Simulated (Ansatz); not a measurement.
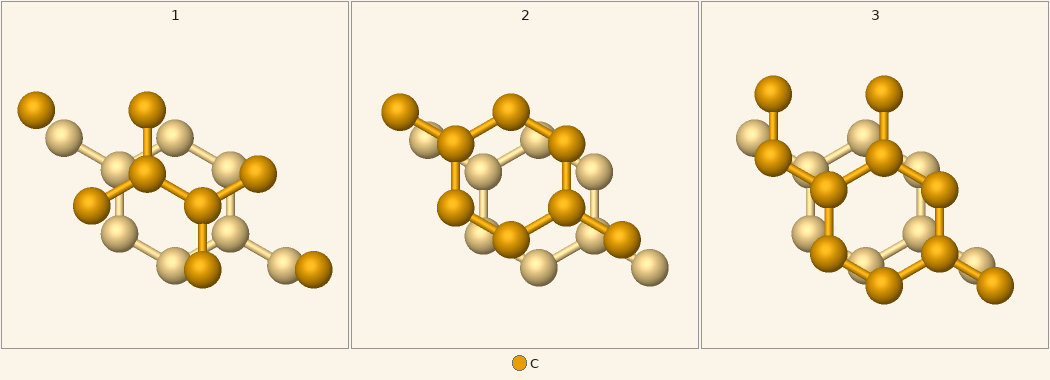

A bilayer of two C sheets (4 atoms in the cell). The upper layer of a bilayer is slid over the lower one; relaxed at each slide: nothing; the origin of the map has C3 above C1; the distance between the facing planes is held at 3.06 Å. Places are given modulo a cell vector. The map is drawn in real space over the plane of the slide. The grid has 6 × 6 points; 7 points were computed and 29 follow by symmetry. All energies are given in mJ/m² relative to the lowest grid point. At a held distance the lowest stacking need not be the one that binds best once the distance relaxes. These are results of DFT PBE+D3(BJ), scalar-relativistic, plane waves, PAW in Ansatz 0.2.0, not measurements. Settings: cutoff 420 eV, k-mesh 15×15×1, gaussian smearing 0.1 eV, no spin polarisation.

The numbered pictures are structures from this grid. They are seen from 5° off the normal. The lower layer is drawn fainter.

Q: Which is the most stable, and how do the others follow?

A: 1, at (3/6, 3/6) of the cell vectors: 19 mJ/m²; 3, at (0/6, 4/6) of the cell vectors: 58 mJ/m²; 2, at (5/6, 1/6) of the cell vectors: 78 mJ/m².

The map, with the structures marked:

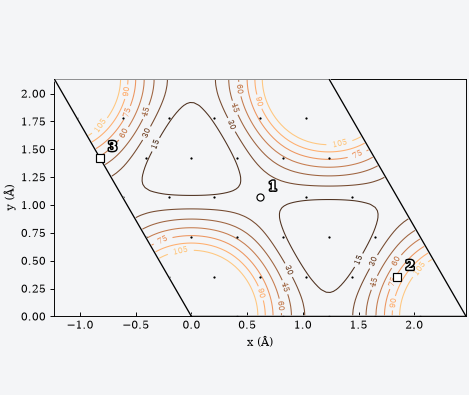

The picture shows contour lines labelled in mJ/m² (none above 105), dots at the grid points, the outline of one cell of the plane. Between grid points the surface is interpolated.

PAW datasets: the set soft_1.
